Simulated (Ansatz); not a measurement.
# Geometry relaxation, with input and output: Ir (part 1 of 2)

The run: geometry relaxation of Ir (2 atoms in the cell). Method and program: DFT PBE, scalar-relativistic, plane waves, PAW, spin-polarised (Ansatz 0.2.0).

The structure derives from an entry of the Crystallography Open Database. It belongs to a series of runs on one base structure; here: zigzag chain of atoms. Figures and captions count atoms from 1; the log counts them from 0 in places.

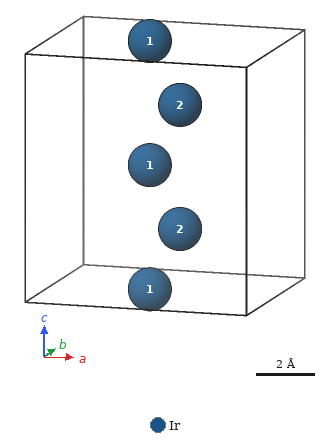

**Figure 1.** The structure as given in the input (spheres-only view of the 2 repeat of the cell, with the vacuum cut short, seen slightly off an axis; atoms are numbered from 1 in the order of the input).

Input file:
```yaml
crystal:
  lattice:
    - [10.1, 0.0, 0.0]
    - [0.0, 9.3, 0.0]
    - [0.0, 0.0, 4.4338924117]
  atoms:
    - { symbol: Ir, position: [0.4451250939, 0.5, 0.0], spin: 1.5 }
    - { symbol: Ir, position: [0.5548749061, 0.5, 0.5], spin: 1.5 }
basis:
  ecutwfc: 420
kpoints:
  mp_grid: { grid: [1, 1, 15] }
hamiltonian:
  xc: pbe
scf:
  occupations: { method: gaussian, width: 0.05 }
output:
  forces: true
  stress: true
  eigenvalues: true
  populations: true
  write_density: true
  write_potential: true
  elf: true
  volumetric_format: npy
magnetization:
  spin_polarized: true
relax:
  adjacent_minimum: "off"
  f_tol: 0.01
  max_steps: 45
  cell: { fix: [a, b, alpha, beta, gamma], stress_tol: 0.03 }
```

Command:
```bash
ansatz run input.yaml --threads 2 --pin off --max-ram 5120MiB --backend cpu --events-out ev --progress --plain --runs-dir out
```

Output:
```
Engine: ansatz 0.2.0, aarch64-unknown-linux-gnu
Pseudopotentials: kind: paw
Pseudopotential: Ir, paw, valence charge 17, recommended cutoff 420 eV (normal), Ir.paw.azcp
Functional definition: PBE
  parameter kappa = 0.804
  parameter beta = 0.06672455060314922
  exchange = pbe_x(kappa = kappa, mu = beta*pi^2/3)
  correlation = pbe_c(beta = beta)
Crystal: 2 atoms, lattice volume = 416.476 Å³
Basis set: ecut = 420 eV, 8153 PW (Γ), exchange–correlation on 144×128×60 points (8 copies of the dense FFT grid, shifted against one another)
Bands: 23, of which v1, the nominal top of the filled ones, is band 17 counted from 1 (16 counted from 0)
Symmetry: 8 space group operations
Space group: Pmma (ITA 51), of the structure as read, at distance tolerance 7.5e-5 Å
Magnetic group: BNS 51.289 (UNI 387), of the structure as read, at distance tolerance 7.5e-5 Å
k-points: 8 of 15
Non-local potential: Ir, projectors of the file, l = 0: 3, l = 1: 2, l = 2: 2, l = 3: 1
PAW form: soft (Blöchl's): semilocal exchange-correlation on the pseudo side does not see the compensation charge
PAW one-centre angular grid: Ir, 590 points (default); XC on 64 Gauss nodes
Initial density: superposition of atomic densities (neutral atoms: chi_scale 0, normalization atom)
Starting moments: Σ|m| = 3 μB on 2 of 2 sites
Initial wavefunctions: pseudopotential atomic-orbital guess
Functional: x = pbe(κ = 0.804, μ = 0.2195149727645171), c = pbe(β = 0.06672455060314922)
SCF iter   1: F=—  HF=-23862.940328 eV  |F-HF|=—  |Δ(HF+E_count)|=         —  Δρ=9.58e-3 (↑9.49e-3 ↓9.58e-3)  dr2=1.62e0  dr2_m=1.32e-1  M=2.530 μB ∫|m|=2.555 μB  β_m=0.30  ethr=3.10e-3  ⟨swp⟩=6.4  Hψ=1795  notcnv=0
Mixer restart at iter 1: flushing history
preconditioner: auto → LDOS  [metal: Δε(μ)=0.037 eV  Ē_g=4.805 eV  σ=0.050 eV  W_gap=0.40  n_scr=38 (ndim 8)  ℏωp=7.7 eV  f_vac=0.758  D(μ)=4.42/eV (n_scr^D=12)]
spin=Collinear: LDOS preconditioning applied to the charge; magnetization (m = ρ↑ − ρ↓) channel mixes plain (no charge-response kernel on spin).
SCF iter   2: F=—  HF=-23862.988953 eV  |F-HF|=—  |Δ(HF+E_count)|=   4.86e-2  Δρ=6.33e-3 (↑6.33e-3 ↓6.33e-3)  dr2=4.48e-1  dr2_m=7.09e-2  M=2.473 μB ∫|m|=2.509 μB  β_m=0.47  ethr=3.10e-3  ⟨swp⟩=2.4  Hψ=671  notcnv=0  defer=20
SCF iter   3: F=—  HF=-23863.312796 eV  |F-HF|=—  |Δ(HF+E_count)|=   3.24e-1  Δρ=2.64e-3 (↑2.64e-3 ↓2.35e-3)  dr2=2.37e-2  dr2_m=1.56e-2  M=2.356 μB ∫|m|=2.420 μB  β_m=0.67  ethr=1.32e-3  ⟨swp⟩=2.4  Hψ=595  notcnv=0  defer=20
SCF iter   4: F=—  HF=-23863.422615 eV  |F-HF|=—  |Δ(HF+E_count)|=         —  Δρ=5.30e-3 (↑5.30e-3 ↓4.19e-3)  dr2=1.69e-2  dr2_m=8.00e-2  M=1.692 μB ∫|m|=1.787 μB  β_m=0.67  ethr=6.97e-5  ⟨swp⟩=2.4  Hψ=739  notcnv=0  defer=21
SCF iter   5: F=—  HF=-23863.419522 eV  |F-HF|=—  |Δ(HF+E_count)|=   3.09e-3  Δρ=2.39e-3 (↑2.39e-3 ↓2.08e-3)  dr2=1.93e-3  dr2_m=1.78e-2  M=1.581 μB ∫|m|=1.664 μB  β_m=0.84  ethr=4.97e-5  ⟨swp⟩=2.2  Hψ=643  notcnv=0  defer=20
SCF iter   6: F=—  HF=-23863.425162 eV  |F-HF|=—  |Δ(HF+E_count)|=   5.64e-3  Δρ=9.94e-4 (↑9.94e-4 ↓9.40e-4)  dr2=8.27e-4  dr2_m=3.25e-3  M=1.410 μB ∫|m|=1.472 μB  β_m=0.91  ethr=5.69e-6  ⟨swp⟩=2.3  Hψ=690  notcnv=0  defer=20
SCF iter   7: F=—  HF=-23863.426220 eV  |F-HF|=—  |Δ(HF+E_count)|=   1.06e-3  Δρ=5.05e-4 (↑4.15e-4 ↓5.05e-4)  dr2=6.51e-5  dr2_m=7.84e-4  M=1.326 μB ∫|m|=1.377 μB  β_m=0.95  ethr=2.43e-6  ⟨swp⟩=2.1  Hψ=662  notcnv=0  defer=20
SCF iter   8: F=—  HF=-23863.426597 eV  |F-HF|=—  |Δ(HF+E_count)|=   3.76e-4  Δρ=4.75e-4 (↑2.88e-4 ↓4.75e-4)  dr2=2.16e-4  dr2_m=5.01e-4  M=1.248 μB ∫|m|=1.286 μB  β_m=0.76  ethr=1.91e-7  ⟨swp⟩=3.0  Hψ=801  notcnv=0  defer=20
SCF iter   9: F=—  HF=-23863.426604 eV  |F-HF|=—  |Δ(HF+E_count)|=   7.35e-6  Δρ=1.57e-4 (↑8.51e-5 ↓1.57e-4)  dr2=2.11e-5  dr2_m=5.17e-5  M=1.263 μB ∫|m|=1.304 μB  β_m=0.88  ethr=1.91e-7  ⟨swp⟩=2.0  Hψ=647  notcnv=0  defer=20
SCF iter  10: F=—  HF=-23863.426609 eV  |F-HF|=—  |Δ(HF+E_count)|=   5.12e-6  Δρ=2.72e-5 (↑1.15e-5 ↓2.72e-5)  dr2=1.36e-6  dr2_m=1.08e-6  M=1.268 μB ∫|m|=1.311 μB  β_m=0.90  ethr=6.20e-8  ⟨swp⟩=2.3  Hψ=608  notcnv=0  defer=20
SCF iter  11: F=—  HF=-23863.426610 eV  |F-HF|=—  |Δ(HF+E_count)|=   4.43e-7  Δρ=7.28e-6 (↑4.82e-6 ↓7.28e-6)  dr2=3.64e-8  dr2_m=1.28e-7  M=1.268 μB ∫|m|=1.311 μB  β_m=0.95  ethr=3.99e-9  ⟨swp⟩=2.5  Hψ=625  notcnv=0  defer=20
SCF iter  12: F=—  HF=-23863.426610 eV  |F-HF|=—  |Δ(HF+E_count)|=   4.01e-8  Δρ=1.37e-6 (↑1.37e-6 ↓1.19e-6)  dr2=3.59e-9  dr2_m=5.37e-9  M=1.269 μB ∫|m|=1.311 μB  β_m=0.82  ethr=1.07e-10  ⟨swp⟩=2.0  Hψ=645  notcnv=0  defer=20
SCF iter  13: F=-23863.426610 eV  HF=-23863.426610 eV  |F-HF|=4.40e-10  |Δ(HF+E_count)|=  2.18e-10  Δρ=2.60e-7 (↑2.60e-7 ↓2.34e-7)  dr2=2.61e-10  dr2_m=1.70e-10  M=1.268 μB ∫|m|=1.311 μB  ethr=1.06e-11  ⟨swp⟩=9.9  Hψ=2267  notcnv=0
SCF 1 converged in 13 iterations: F = -23863.426610 eV  dr2 = 2.61e-10
  greatest PAW one-centre occupation: 1.000 electrons in one spin orbital (limit 2), on the Ir atom at site 1 (counted from 0), in its partial waves of l = 0
relax step   1: F+E_penalty+E_count = -23863.42660977 eV  Δ(F+E_penalty+E_count) = +0.000e0 eV  max|allowed force component| = 2.521e0 eV/Å  Δτ_max = 0.0000 Å  P = -2.074 GPa  Ω = 416.476 Å³  fix = [a, b, alpha, beta, gamma]  reactions: a -1.079, b -0.007 GPa  (13 SCF iters, dr2 threshold 1.00e-7 eV, accepted)
Crystal: 2 atoms, lattice volume = 404.643 Å³
Basis set: ecut = 420 eV, 7889 PW (Γ), exchange–correlation on 144×128×60 points (8 copies of the dense FFT grid, shifted against one another)
Initial density: handed on by an earlier stage of this run
Starting moments: Σ|m| = 3 μB on 2 of 2 sites; this step starts from the density that it was given
Initial wavefunctions: those handed on with the density
iter 1 solved again at ethr=6.58e-4 eV; its pass at ethr=3.10e-3 eV (dr2=2.24e-1 eV) is discarded
SCF iter   1: F=—  HF=-23863.607296 eV  |F-HF|=—  |Δ(HF+E_count)|=         —  Δρ=1.24e-2 (↑1.24e-2 ↓8.56e-3)  dr2=2.25e-1  dr2_m=3.34e-1  M=0.282 μB ∫|m|=0.360 μB  β_m=0.30  ethr=6.58e-4  ⟨swp⟩=1.0  Hψ=2242  notcnv=0
preconditioner: auto → Resta (q_TF=auto, 1.806 Å⁻¹)  ε∞=3.2  [insulator: Δε(μ)=0.106 eV  Ē_g=5.238 eV  σ=0.050 eV  W_gap=0.86  n_scr=38 (ndim 8)  ℏωp=7.8 eV  f_vac=0.785  D(μ)=1.67/eV (n_scr^D=4)  ε∞_Penn≈3.2  vacuum switching on, ρ_ref=2.0e-3 e/Å³]
spin=Collinear: Resta preconditioning applied to the charge; magnetization (m = ρ↑ − ρ↓) channel mixes plain (no charge-response kernel on spin).
SCF iter   2: F=—  HF=-23863.603812 eV  |F-HF|=—  |Δ(HF+E_count)|=   3.48e-3  Δρ=8.71e-3 (↑8.71e-3 ↓6.68e-3)  dr2=9.35e-2  dr2_m=1.86e-1  M=0.232 μB ∫|m|=0.299 μB  β_m=0.65  ethr=6.58e-4  ⟨swp⟩=1.5  Hψ=407  notcnv=0
SCF iter   3: F=—  HF=-23863.661292 eV  |F-HF|=—  |Δ(HF+E_count)|=   5.75e-2  Δρ=1.70e-3 (↑1.13e-3 ↓1.70e-3)  dr2=3.15e-3  dr2_m=6.17e-3  M=0.008 μB ∫|m|=0.088 μB  β_m=0.82  ethr=2.75e-4  ⟨swp⟩=3.0  Hψ=730  notcnv=0
SCF iter   4: F=—  HF=-23863.669201 eV  |F-HF|=—  |Δ(HF+E_count)|=   7.91e-3  Δρ=4.22e-4 (↑4.22e-4 ↓1.92e-4)  dr2=2.94e-4  dr2_m=3.04e-4  M=-0.000 μB ∫|m|=0.034 μB  β_m=0.79  ethr=9.26e-6  ⟨swp⟩=2.4  Hψ=724  notcnv=0  defer=2
SCF iter   5: F=—  HF=-23863.669439 eV  |F-HF|=—  |Δ(HF+E_count)|=   2.38e-4  Δρ=1.66e-4 (↑1.53e-4 ↓1.66e-4)  dr2=9.93e-6  dr2_m=9.15e-5  M=-0.000 μB ∫|m|=0.021 μB  β_m=0.90  ethr=8.64e-7  ⟨swp⟩=2.3  Hψ=606  notcnv=0  defer=2
SCF iter   6: F=—  HF=-23863.669578 eV  |F-HF|=—  |Δ(HF+E_count)|=   1.39e-4  Δρ=5.97e-5 (↑5.68e-5 ↓5.97e-5)  dr2=1.04e-5  dr2_m=1.03e-5  M=-0.000 μB ∫|m|=0.007 μB  β_m=0.93  ethr=2.92e-8  ⟨swp⟩=3.1  Hψ=730  notcnv=0  defer=9
SCF iter   7: F=—  HF=-23863.669591 eV  |F-HF|=—  |Δ(HF+E_count)|=   1.33e-5  Δρ=1.91e-5 (↑1.63e-5 ↓1.91e-5)  dr2=2.01e-6  dr2_m=6.57e-7  M=-0.000 μB ∫|m|=0.001 μB  β_m=0.88  ethr=2.92e-8  ⟨swp⟩=2.0  Hψ=624  notcnv=0  defer=9
SCF iter   8: F=—  HF=-23863.669592 eV  |F-HF|=—  |Δ(HF+E_count)|=   5.76e-7  Δρ=5.58e-6 (↑5.58e-6 ↓5.14e-6)  dr2=4.00e-8  dr2_m=9.33e-8  M=-0.000 μB ∫|m|=0.001 μB  β_m=0.94  ethr=5.91e-9  ⟨swp⟩=2.2  Hψ=564  notcnv=0  defer=9
iter 9 did not close the SCF: its close was put off for a magnetic moment that had not settled (scf_convergence_deferred on its scf_iter line)
SCF iter   9: F=-23863.669592 eV  HF=-23863.669592 eV  |F-HF|=2.44e-10  |Δ(HF+E_count)|=   1.46e-7  Δρ=9.44e-7 (↑5.40e-7 ↓9.44e-7)  dr2=3.63e-9  dr2_m=1.18e-9  M=0.000 μB ∫|m|=0.000 μB  β_m=0.97  ethr=1.18e-10  ⟨swp⟩=8.9  Hψ=2346  notcnv=0
SCF iter  10: F=-23863.669592 eV  HF=-23863.669592 eV  |F-HF|=4.37e-11  |Δ(HF+E_count)|=   1.60e-9  Δρ=1.67e-7 (↑1.67e-7 ↓1.19e-7)  dr2=1.33e-10  dr2_m=4.06e-11  M=0.000 μB ∫|m|=0.000 μB  ethr=1.07e-11  ⟨swp⟩=5.8  Hψ=1988  notcnv=0
WARN: the starting moments were not kept: the SCF closed with an absolute magnetisation of 9.6e-6 μB, where they sum to 3 μB in size (2 sites). That is at most 0.1 of that sum. Measured as dr2_m measures the in/out step, that magnetisation stands 7.5e-12 eV from none, at or under the dr2_threshold of 2.0e-7 eV: it is no larger than a step whose dr2_m would equal this threshold. The system may hold no moment; this SCF shows only that its start led to no more than that. This SCF took its magnetisation from the state that an earlier stage of the run handed on, and the starting moments (crystal.atoms[].spin, magnetization.per_species, magnetization.initial_magnetization, or on a non-collinear deck that types none of these the spinor_matrix: blocks that start its atoms; where the total moment is fixed, keep their sum and leave initial_magnetization as it is) reach it only through that state. Under a hybrid functional, moments that its semilocal warm-up loses can be held through it (magnetization.spin_locking: {lock_spins: true, release_at_the_exchange_loop: true}, refused in a deck that types no crystal.atoms[].spin or magnetization.per_species, and beside md: or magnetic_configurations:, beside output.atomic_orbital_hamiltonian at one k-point under exchange of full range, and beside output.current_voltage). To try another start, change the starting moments or, where the run itself opened from a saved state (the deck's checkpoint.read, a session's seed or a resume), run it without that state.
SCF 2 converged in 10 iterations: F = -23863.669592 eV  dr2 = 1.33e-10
[... from here on the iterations of each SCF are left out, up to the last one ...]
relax step   2: F+E_penalty+E_count = -23863.66959220 eV  Δ(F+E_penalty+E_count) = -2.430e-1 eV  max|allowed force component| = 1.353e0 eV/Å  Δτ_max = 0.1995 Å  P = +0.040 GPa  Ω = 404.643 Å³  energy of the carried Pulay correction = +4.076e-4 eV  fix = [a, b, alpha, beta, gamma]  reactions: a +0.377, b -0.007 GPa  (10 SCF iters, dr2 threshold 2.00e-7 eV, accepted)
Crystal: 2 atoms, lattice volume = 395.729 Å³
Basis set: ecut = 420 eV, 7633 PW (Γ), exchange–correlation on 144×128×60 points (8 copies of the dense FFT grid, shifted against one another)
preconditioner: auto → LDOS  [metal: Δε(μ)=0.003 eV  Ē_g=5.347 eV  σ=0.050 eV  W_gap=0.03  n_scr=38 (ndim 8)  ℏωp=7.9 eV  f_vac=0.777  D(μ)=6.93/eV (n_scr^D=38)]
spin=Collinear: LDOS preconditioning applied to the charge; magnetization (m = ρ↑ − ρ↓) channel mixes plain (no charge-response kernel on spin).
SCF 3 converged in 9 iterations: F = -23864.069500 eV  dr2 = 4.10e-10
relax step   3: F+E_penalty+E_count = -23864.06950029 eV  Δ(F+E_penalty+E_count) = -3.999e-1 eV  max|allowed force component| = 1.251e0 eV/Å  Δτ_max = 0.1024 Å  P = -0.316 GPa  Ω = 395.729 Å³  energy of the carried Pulay correction = +7.225e-4 eV  fix = [a, b, alpha, beta, gamma]  reactions: a +0.459, b -0.008 GPa  (9 SCF iters, dr2 threshold 2.00e-7 eV, accepted)
Crystal: 2 atoms, lattice volume = 375.416 Å³
Basis set: ecut = 420 eV, 7367 PW (Γ), exchange–correlation on 144×128×60 points (8 copies of the dense FFT grid, shifted against one another)
preconditioner: auto → LDOS  [metal: Δε(μ)=0.036 eV  Ē_g=5.203 eV  σ=0.050 eV  W_gap=0.38  n_scr=38 (ndim 8)  ℏωp=8.1 eV  f_vac=0.767  D(μ)=4.88/eV (n_scr^D=20)]
spin=Collinear: LDOS preconditioning applied to the charge; magnetization (m = ρ↑ − ρ↓) channel mixes plain (no charge-response kernel on spin).
SCF 4 converged in 9 iterations: F = -23864.150200 eV  dr2 = 5.79e-9
relax step   4: F+E_penalty+E_count = -23864.15019973 eV  Δ(F+E_penalty+E_count) = -8.070e-2 eV  max|allowed force component| = 1.801e0 eV/Å  Δτ_max = 0.1316 Å  P = -0.684 GPa  Ω = 375.416 Å³  energy of the carried Pulay correction = +1.467e-3 eV  fix = [a, b, alpha, beta, gamma]  reactions: a -0.911, b -0.007 GPa  (9 SCF iters, dr2 threshold 2.00e-7 eV, accepted)
Crystal: 2 atoms, lattice volume = 375.099 Å³
Basis set: ecut = 420 eV, 7359 PW (Γ), exchange–correlation on 144×128×60 points (8 copies of the dense FFT grid, shifted against one another)
preconditioner: auto → LDOS  [metal: Δε(μ)=0.047 eV  Ē_g=5.327 eV  σ=0.050 eV  W_gap=0.44  n_scr=38 (ndim 8)  ℏωp=8.1 eV  f_vac=0.774  D(μ)=3.29/eV (n_scr^D=10)]
spin=Collinear: LDOS preconditioning applied to the charge; magnetization (m = ρ↑ − ρ↓) channel mixes plain (no charge-response kernel on spin).
SCF 5 converged in 9 iterations: F = -23864.250196 eV  dr2 = 1.03e-9
relax step   5: F+E_penalty+E_count = -23864.25019612 eV  Δ(F+E_penalty+E_count) = -1.000e-1 eV  max|allowed force component| = 1.490e-1 eV/Å  Δτ_max = 0.0542 Å  P = +0.138 GPa  Ω = 375.099 Å³  energy of the carried Pulay correction = +1.479e-3 eV  fix = [a, b, alpha, beta, gamma]  reactions: a +0.063, b -0.007 GPa  (9 SCF iters, dr2 threshold 2.00e-7 eV, accepted)
Crystal: 2 atoms, lattice volume = 377.434 Å³
Basis set: ecut = 420 eV, 7375 PW (Γ), exchange–correlation on 144×128×60 points (8 copies of the dense FFT grid, shifted against one another)
preconditioner: auto → LDOS  [metal: Δε(μ)=0.061 eV  Ē_g=5.337 eV  σ=0.050 eV  W_gap=0.49  n_scr=10 (ndim 8)  ℏωp=8.1 eV  f_vac=0.774  D(μ)=2.59/eV (n_scr^D=8)]
spin=Collinear: LDOS preconditioning applied to the charge; magnetization (m = ρ↑ − ρ↓) channel mixes plain (no charge-response kernel on spin).
SCF 6 converged in 8 iterations: F = -23864.251714 eV  dr2 = 2.64e-10
relax step   6: F+E_penalty+E_count = -23864.25171360 eV  Δ(F+E_penalty+E_count) = -1.517e-3 eV  max|allowed force component| = 2.105e-2 eV/Å  Δτ_max = 0.0013 Å  P = -0.037 GPa  Ω = 377.434 Å³  energy of the carried Pulay correction = +1.391e-3 eV  fix = [a, b, alpha, beta, gamma]  reactions: a +0.004, b -0.007 GPa  (8 SCF iters, dr2 threshold 2.00e-7 eV, accepted)
Crystal: 2 atoms, lattice volume = 376.670 Å³
preconditioner: auto → LDOS  [metal: Δε(μ)=0.057 eV  Ē_g=5.330 eV  σ=0.050 eV  W_gap=0.48  n_scr=10 (ndim 8)  ℏωp=8.1 eV  f_vac=0.774  D(μ)=2.77/eV (n_scr^D=8)]
spin=Collinear: LDOS preconditioning applied to the charge; magnetization (m = ρ↑ − ρ↓) channel mixes plain (no charge-response kernel on spin).
SCF 7 converged in 7 iterations: F = -23864.251985 eV  dr2 = 8.42e-10
relax step   7: F+E_penalty+E_count = -23864.25198538 eV  Δ(F+E_penalty+E_count) = -2.718e-4 eV  max|allowed force component| = 3.295e-2 eV/Å  Δτ_max = 0.0024 Å  P = -0.012 GPa  Ω = 376.670 Å³  energy of the carried Pulay correction = +1.420e-3 eV  fix = [a, b, alpha, beta, gamma]  reactions: a -0.020, b -0.007 GPa  (7 SCF iters, dr2 threshold 2.84e-8 eV, accepted)
Crystal: 2 atoms, lattice volume = 376.735 Å³
preconditioner: auto → LDOS  [metal: Δε(μ)=0.055 eV  Ē_g=5.333 eV  σ=0.050 eV  W_gap=0.46  n_scr=10 (ndim 8)  ℏωp=8.1 eV  f_vac=0.774  D(μ)=2.71/eV (n_scr^D=8)]
spin=Collinear: LDOS preconditioning applied to the charge; magnetization (m = ρ↑ − ρ↓) channel mixes plain (no charge-response kernel on spin).
SCF 8 converged in 6 iterations: F = -23864.252008 eV  dr2 = 1.46e-10
relax step   8: F+E_penalty+E_count = -23864.25200797 eV  Δ(F+E_penalty+E_count) = -2.259e-5 eV  max|allowed force component| = 3.719e-5 eV/Å  Δτ_max = 0.0008 Å  P = -0.004 GPa  Ω = 376.735 Å³  energy of the carried Pulay correction = +1.417e-3 eV  fix = [a, b, alpha, beta, gamma]  reactions: a -0.005, b -0.007 GPa  (6 SCF iters, dr2 threshold 6.78e-8 eV, accepted)
Basis set: ecut = 420 eV, 7375 PW (Γ), exchange–correlation on 144×128×54 points (8 copies of the dense FFT grid, shifted against one another)
Initial wavefunctions: pseudopotential atomic-orbital guess (no wavefunctions were taken with the density)
iter 1 solved again at ethr=1.40e-6 eV; its pass at ethr=3.10e-3 eV (dr2=4.75e-4 eV) is discarded
```
